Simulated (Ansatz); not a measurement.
Consider Rh (slab).

Input

```
crystal:
  lattice:
    - [2.6728587958, 0.0, 0.0]
    - [-1.3364293979, 2.3147636179, 0.0]
    - [0.0, 0.0, 23.5471402043]
  atoms:
    - { symbol: Rh, position: [0.6666666667, 0.3333333333, 0.360978018] }
    - { symbol: Rh, position: [0.3333333333, 0.6666666667, 0.4536593393] }
    - { symbol: Rh, position: [0.0, 0.0, 0.5463406607] }
    - { symbol: Rh, position: [0.6666666667, 0.3333333333, 0.639021982] }
basis:
  ecutwfc: 420
kpoints:
  mp_grid: { grid: [12, 12, 1] }
hamiltonian:
  xc: pbesol
scf:
  occupations: { method: gaussian, width: 0.1 }
output:
  forces: true
  eigenvalues: true
  write_density: true
  write_potential: true
  elf: true
  volumetric_format: npy
relax:
  adjacent_minimum: "off"
  f_tol: 0.03
  max_steps: 70
  constraints: [{ sites: [0, 1] }]
efield:
  axis: 3
  dipole_correction: true
  ramp_width: 0.04
```

Run with:

```sh
ansatz run input.yaml --threads 2 --pin off --max-ram 5120MiB --backend cpu --events-out ev --progress --plain --runs-dir out
```

The fields are those of the run's last geometry, not of the input's.

Computed without spin polarisation.

Theory: DFT PBEsol, scalar-relativistic, plane waves, PAW (Ansatz).

Question: Predict the valence pseudo-density and electron localisation function between the atoms.

Answer: Rh–Rh (2.64 Å): ρ at the midpoint is about 0.41 e/Å³; the ELF is about 0.30 at the midpoint: no localised pair shows between them.

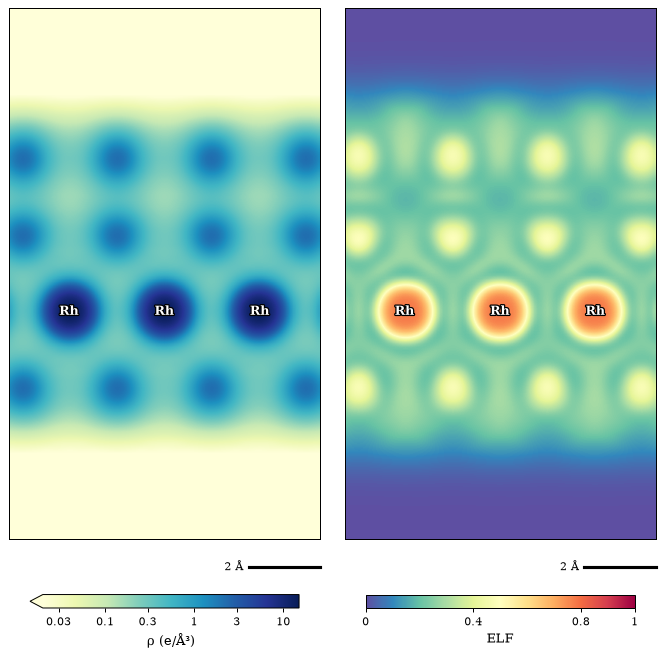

Computed valence pseudo-density and electron localisation function on the (100) plane of the calculation cell, a cut from vacuum to vacuum, in this order. Atoms just off the plane (Rh, 0.8 Å away) can leave unmarked features too.

In a PAW calculation such maps are meaningful between the atoms, not at the nuclei.
